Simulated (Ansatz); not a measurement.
Run report: GaN, Wannier-function calculation (part 1 of 2)

The run: Wannier-function calculation of GaN (P6₃/mmc, 4 atoms in the cell). Method and program: maximally localised Wannier functions of HSE06 bands, plane waves, PAW, no spin polarisation (Ansatz 0.2.0).

The structure was built on a prototype by a generator. The geometry comes from this level: r2SCAN. It belongs to a series of runs on one base structure; here: anion s p.

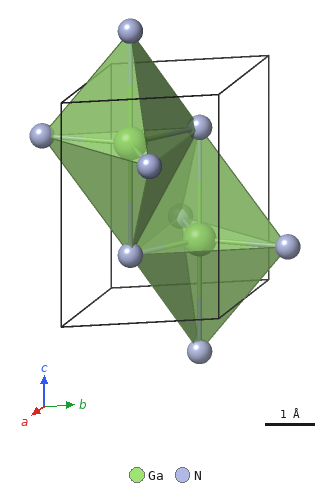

*The structure (polyhedral view of the cell of the calculation, seen slightly off an axis; polyhedra are completed across the faces of the cell).*

The input
```yaml
crystal:
  lattice:
    - [3.3000346593, 0.0, 0.0]
    - [-1.6500173297, 2.8579138483, 0.0]
    - [0.0, 0.0, 4.7558752947]
  atoms:
    - { symbol: Ga, position: [0.3333333333, 0.6666666667, 0.25] }
    - { symbol: Ga, position: [0.6666666667, 0.3333333333, 0.75] }
    - { symbol: "N", position: [0.6666666667, 0.3333333333, 0.25] }
    - { symbol: "N", position: [0.3333333333, 0.6666666667, 0.75] }
kpoints:
  mp_grid: { grid: [6, 6, 4] }
  band_path:
    path:
      - [0.0, 0.0, 0.0]
      - [0.5, 0.0, 0.0]
      - [0.3333333333, 0.3333333333, 0.0]
      - [0.0, 0.0, 0.5]
      - [0.5, 0.0, 0.5]
      - [0.3333333333, 0.3333333333, 0.5]
    npoints: 1
hamiltonian:
  xc: hse06
scf:
  occupations: { method: fixed }
  n_extra_bands: 6
output:
  forces: false
  stress: false
  eigenvalues: true
  wannier:
    kmesh: [6, 6, 4]
    projections: [{ species: "N", l: s, shell: 2 }, { species: "N", l: p, shell: 2 }]
    minimise: true
    write_hr: true
    conv_tol: 1.0e-08
    max_iter: 3000
  write_density: true
  write_potential: true
  elf: true
  volumetric_format: npy
```

File wannier.win
```
! ansatz wannier90 interface
! projections by site (counted from 0) and shell: 2 2S, 3 2S, 2 2P, 3 2P
! states of the run's bands (counted from 1): 13-18, combinations of 1-12
! their least projectability: 0.7711
num_bands = 8
num_wann  = 8
num_iter  = 2000
conv_tol = 1e-8
conv_window = 5
guiding_centres = true
write_hr = true

begin unit_cell_cart
Ang
        3.300034659286764   2.8867601134134375e-11                      0.0
       -1.650017329668382       2.8579138482970285                      0.0
                      0.0                      0.0             4.7558752947
end unit_cell_cart

begin atoms_frac
Ga        0.3333333333333333       0.6666666666666666                     0.25
Ga        0.6666666666666666       0.3333333333333333                     0.75
N         0.6666666666666666       0.3333333333333333                     0.25
N         0.3333333333333333       0.6666666666666666                     0.75
end atoms_frac

mp_grid = 6 6 4
```

Hardware: 4 threads of Intel Xeon @ 2.50GHz (Skylake/Cascade Lake), 189 GiB of memory available, shared host.

Launch command:
```bash
ansatz run input.yaml --threads 4 --pin off --max-ram 3686MiB --backend cpu --events-out ev --progress --plain --runs-dir out
```

The program's output
```
scf.n_extra_bands = 6 over 18 filled bands (N_el = 36.0): the run solves 24 bands
Engine: ansatz 0.2.0, x86_64-unknown-linux-gnu
Pseudopotentials: kind: paw
Pseudopotential: Ga, paw, valence charge 13, recommended cutoff 420 eV (normal), Ga.paw.azcp
Pseudopotential: N, paw, valence charge 5, recommended cutoff 420 eV (normal), N.paw.azcp
Functional definition: HSE06
  parameter a = 0.25
  parameter omega = 0.11/bohr
  exchange = pbe_x - a*pbe_x_sr(omega) + a*exact_x_sr(omega)
  correlation = pbe_c
davidson cushion auto → on  (no smearing: the cushion is to keep the highest requested band from converging to the state above it; pin scf.eigensolver.cushion to override)
Crystal: 4 atoms, lattice volume = 44.854 Å³
Basis set: ecut = 420 eV, 915 PW (Γ)
Bands: 24, of which v1, the nominal top of the filled ones, is band 18 counted from 1 (17 counted from 0)
Symmetry: 24 space group operations
Space group: P63/mmc (ITA 194), of the structure as read, at distance tolerance 3.6e-5 Å
k-points: 21 of 144
Non-local potential: Ga, projectors of the file, l = 0: 2, l = 1: 2, l = 2: 3, l = 3: 1
Non-local potential: N, projectors of the file, l = 0: 2, l = 1: 2, l = 2: 1
PAW form: soft (Blöchl's): semilocal exchange-correlation on the pseudo side does not see the compensation charge
PAW frozen core: Ga, regenerated for the run's functional, and the local potential with it (the file was generated under x = pbe(κ = 0.804, μ = 0.2195149727645171), c = pbe(β = 0.06672455060314922))
PAW frozen core: N, regenerated for the run's functional, and the local potential with it (the file was generated under x = pbe(κ = 0.804, μ = 0.2195149727645171), c = pbe(β = 0.06672455060314922))
PAW one-centre angular grid: Ga, 590 points (default); XC on 64 Gauss nodes
PAW one-centre angular grid: N, 110 points (default); XC on 64 Gauss nodes
Initial density: superposition of atomic densities (neutral atoms: chi_scale 0, normalization atom), corrected by the library's trained network
Initial wavefunctions: pseudopotential atomic-orbital guess
Functional: x = pbe(κ = 0.804, μ = 0.2195149727645171), c = pbe(β = 0.06672455060314922), warm-up for x = pbe(κ = 0.804, μ = 0.2195149727645171) + 0.25 (exact − pbe) at short range (hse, ω = 0.20786987370883472 Å⁻¹), c = pbe(β = 0.06672455060314922); HSE06 as pw.x's `hse` composes it (authors' and Libxc's form: `xc: wpbeh`)
SCF iter   1: F=—  HF=-8334.868552 eV  |F-HF|=—  |Δ(HF+E_count)|=         —  Δρ=3.43e-3  dr2=4.60e-3  ethr=1.77e-3  ⟨swp⟩=6.0  Hψ=2291  notcnv=0
preconditioner: auto → none  [insulator: Δε(μ)=1.471 eV  Ē_g=17.626 eV  n_scr=20 (ndim 8)  ℏωp=33.3 eV  f_vac=0.014]
SCF iter   2: F=—  HF=-8334.869129 eV  |F-HF|=—  |Δ(HF+E_count)|=   5.77e-4  Δρ=1.82e-3  dr2=1.03e-3  ethr=1.28e-5  ⟨swp⟩=4.2  Hψ=1535  notcnv=0
iter 3 solved again at ethr=2.46e-7 eV; its pass at ethr=2.87e-6 eV (dr2=8.86e-5 eV) is discarded
SCF iter   3: F=-8334.869258 eV  HF=-8334.869060 eV  |F-HF|=1.98e-4  |Δ(HF+E_count)|=   6.91e-5  Δρ=6.18e-4  dr2=8.88e-5  ethr=2.46e-7  ⟨swp⟩=2.3  Hψ=2411  notcnv=0
SCF 1 stopped early in 3 iterations: F = -8334.869258 eV  dr2 = 8.88e-5
  greatest PAW one-centre occupation: 0.996 electrons in one spin orbital (limit 2), on the Ga atom at site 1 (counted from 0), in its partial waves of l = 2
Initial density: handed on by an earlier stage of this run
Initial wavefunctions: those handed on with the density
Functional: x = pbe(κ = 0.804, μ = 0.2195149727645171) + 0.25 (exact − pbe) at short range (hse, ω = 0.20786987370883472 Å⁻¹), c = pbe(β = 0.06672455060314922); HSE06 as pw.x's `hse` composes it (authors' and Libxc's form: `xc: wpbeh`)
Exchange kernel: α = 0.2500, screened, ω = 0.2079 Å⁻¹, Wigner–Seitz truncation, v(0) = 1044.3479 eV·Å³, q-mesh 6×6×4, nearest image of the exchange supercell L = 19.02 Å, pair-density grid 15×15×24, without the augmentation charges, whose exchange is taken in its separable form by FFT convolution over the k-point mesh (sized by the pseudopotential files, 20×20×32 at the most), smooth part of the exact exchange by density-matrix convolution
Frozen-core exchange: fock
SCF iter   1: F=—  HF=-8335.852670 eV  |F-HF|=—  |Δ(HF+E_count)|=         —  Δρ=1.81e-2  dr2=5.71e-2  ethr=2.47e-6  ⟨swp⟩=6.1  Hψ=2520  notcnv=0
preconditioner: auto → none  [insulator: Δε(μ)=2.577 eV  Ē_g=20.793 eV  n_scr=20 (ndim 8)  ℏωp=33.3 eV  f_vac=0.017]
SCF iter   2: F=—  HF=-8335.825333 eV  |F-HF|=—  |Δ(HF+E_count)|=   2.73e-2  Δρ=4.65e-3  dr2=6.30e-3  ethr=2.47e-6  ⟨swp⟩=4.0  Hψ=2102  notcnv=0
SCF iter   3: F=—  HF=-8335.842289 eV  |F-HF|=—  |Δ(HF+E_count)|=   1.70e-2  Δρ=4.45e-3  dr2=3.27e-3  ethr=2.47e-6  ⟨swp⟩=4.0  Hψ=2017  notcnv=0
SCF iter   4: F=—  HF=-8335.841750 eV  |F-HF|=—  |Δ(HF+E_count)|=   5.40e-4  Δρ=1.46e-3  dr2=3.31e-4  ethr=2.47e-6  ⟨swp⟩=3.0  Hψ=1343  notcnv=0
SCF iter   5: F=—  HF=-8335.842044 eV  |F-HF|=—  |Δ(HF+E_count)|=   2.95e-4  Δρ=4.62e-4  dr2=6.43e-5  ethr=8.63e-7  ⟨swp⟩=3.1  Hψ=1234  notcnv=0
SCF iter   6: F=-8335.842016 eV  HF=-8335.842026 eV  |F-HF|=1.06e-5  |Δ(HF+E_count)|=   1.83e-5  Δρ=1.59e-4  dr2=1.49e-5  ethr=1.72e-7  ⟨swp⟩=3.0  Hψ=1588  notcnv=0
SCF 2 stopped early in 6 iterations: F = -8335.842016 eV  dr2 = 1.49e-5
hybrid outer 1: dexx = +1.893e-2 eV, tail = 8.47e-5 eV
Exchange kernel: α = 0.2500, screened, ω = 0.2079 Å⁻¹, Wigner–Seitz truncation, v(0) = 1044.3479 eV·Å³, q-mesh 6×6×4, nearest image of the exchange supercell L = 19.02 Å, pair-density grid 15×15×24, without the augmentation charges, whose exchange is taken in its separable form by FFT convolution over the k-point mesh (sized by the pseudopotential files, 20×20×32 at the most), smooth part of the exact exchange by density-matrix convolution
Frozen-core exchange: fock
SCF iter   1: F=—  HF=-8335.841466 eV  |F-HF|=—  |Δ(HF+E_count)|=         —  Δρ=6.37e-5  dr2=1.78e-6  ethr=1.18e-6  ⟨swp⟩=3.0  Hψ=1190  notcnv=0
preconditioner: auto → none  [insulator: Δε(μ)=2.665 eV  Ē_g=20.634 eV  n_scr=20 (ndim 8)  ℏωp=33.3 eV  f_vac=0.025]
SCF iter   2: F=—  HF=-8335.841469 eV  |F-HF|=—  |Δ(HF+E_count)|=   2.29e-6  Δρ=2.65e-5  dr2=2.29e-7  ethr=4.63e-9  ⟨swp⟩=4.0  Hψ=1917  notcnv=0
iter 3 solved again at ethr=1.49e-11 eV; its pass at ethr=5.27e-10 eV (dr2=5.37e-9 eV) is discarded
SCF iter   3: F=-8335.841469 eV  HF=-8335.841469 eV  |F-HF|=6.62e-9  |Δ(HF+E_count)|=   6.19e-8  Δρ=6.34e-6  dr2=2.43e-8  ethr=1.49e-11  ⟨swp⟩=3.4  Hψ=2700  notcnv=0
SCF 3 converged in 3 iterations: F = -8335.841469 eV  dr2 = 2.43e-8
```

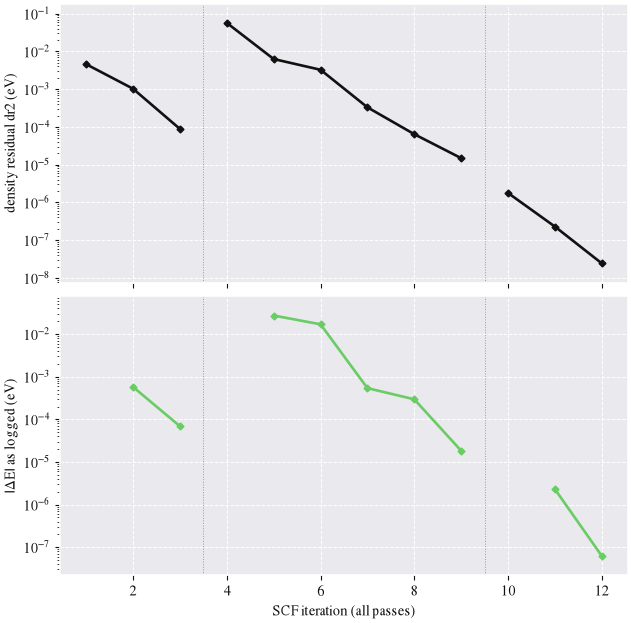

*Convergence of the self-consistent field: density residual dr2 and size of the energy change against the SCF iteration. The run starts with a semilocal functional; after that each stretch between dotted lines is one SCF of the hybrid functional between two exact rebuilds of the exchange operator by the outer loop. Early passes are stopped at a loose threshold.*

The passes take 3, 6 and 3 iterations.

```
hybrid outer 2: dexx = +1.099e-6 eV, tail = 7.67e-8 eV, Δε = 4.67e-3 eV (about 1.78e-4 eV left of the loop's levels)
the search or the solves at the SCF's close seem to have found levels that the self-consistency loop had missed (the run counts 1). By its estimate they hold under 1e-12 electrons; where the run keeps them, the occupations were computed again with them
NSCF: frozen V_eff on 6 k-points
NSCF: frozen V_eff on 25 k-points
the Wannier pass solved 25 of the 144 points of its mesh, and has the states at the others by symmetry: states obtained by the crystal's operations at points that were solved too leave a residual of 7.10e-14 eV (read by the count's bands and the next), within 5.56e-6 eV
hybrid SCF converged: 2 outer / 9 inner (+3 warm-up), last move |dexx| = 1.10e-6 eV, tail = 7.67e-8 eV
Stability not checked: this state was not tested for a lower state beside it, because the functional holds exact exchange (a hybrid, or Hartree-Fock), whose exchange loop this test does not read (fock_operator; see scf.lower_state_search)
Free energy (F): -8335.841469 eV
Frozen-core exchange: fock
Harris-Foulkes:  -8335.841469 eV  (|F-HF|=6.62e-9)
Internal energy: -8335.841469 eV  (E = F + TS)
E sigma→0 (E₀):  -8335.841469 eV
Fermi energy:    9.810231 eV
--- Per-component energies (eV) ---
  E_band       = -84.353083
  E_kinetic    = 493.819004
  E_local      = -3867.415749  (includes V_loc(G=0)·N_el)
  E_nonlocal   = 950.928511
  E_hartree    = 1789.679976
  E_xc         = -206.910809
  E_vxc        = -214.046250  (∫ρ·V_xc dr)
  E_exx        = -124.000524  (= α·E_x^exact, valence–valence)
  E_paw        = -4173.051890  (= ΣΔE_a)
  E_vpaw       = -778.997260  (= ΣTr[D̂ρ^β])
  E_aug_tail   = 0.000082  (compensation charges beyond the density's cutoff)
  E_ewald      = -3199.070269
  E_core_change = 0.180199  (= ΣΔE_core)
  E_smearing   = -0.000000  (= −TS)
  E_closure    = -0.000000  (closes the sum)
  Σ components = -8335.841469   (vs F -8335.841469, Δ=0.00e0)
--- Band table (eV; the first three rows and the last of 21) ---
  k-point 0: bands = ["-8.5251", "-8.0092", "-6.6871", "-6.6871", "-6.6775", "-6.6775", "-6.5236", "-6.5236", "-6.4428", "-6.3801", "-6.3801", "-3.8415", "2.6522", "7.5320", "7.5320", "8.8164", "8.8164", "9.8102", "12.4761", "13.2613", "19.5660", "19.5660", "21.2002", "21.8109"]
  k-point 1: bands = ["-8.3401", "-7.9935", "-6.7025", "-6.7025", "-6.6906", "-6.6906", "-6.4864", "-6.4864", "-6.3901", "-6.3901", "-6.3447", "-4.6237", "3.8287", "7.7219", "7.7219", "8.3671", "8.6344", "8.6344", "13.7698", "13.8450", "19.5677", "19.5677", "20.3353", "21.0504"]
  k-point 2: bands = ["-8.0547", "-8.0547", "-6.7087", "-6.7087", "-6.7087", "-6.7087", "-6.4269", "-6.4269", "-6.4269", "-6.4269", "-5.7919", "-5.7919", "6.1046", "6.1046", "8.1810", "8.1810", "8.1810", "8.1810", "14.7661", "14.7661", "19.2558", "19.2558", "19.9970", "19.9970"]
  k-point 20: bands = ["-7.5991", "-7.5991", "-6.7014", "-6.7014", "-6.5040", "-6.5040", "-6.4880", "-6.4880", "-6.4576", "-6.4576", "-4.1350", "-4.1350", "2.1956", "2.1956", "4.2533", "4.2533", "9.1596", "9.1596", "16.6975", "16.6975", "18.7304", "18.7304", "19.8070", "19.8070"]
Wannier search: line search 1 of at most 3000: gauge-dependent spread (as the search counts it) 2.9976691 Å², largest recent change 1.9e-1 Å² and fall left 2.3e-3 Å² against conv_tol 1.0e-8 Å², 0 stops escaped
```
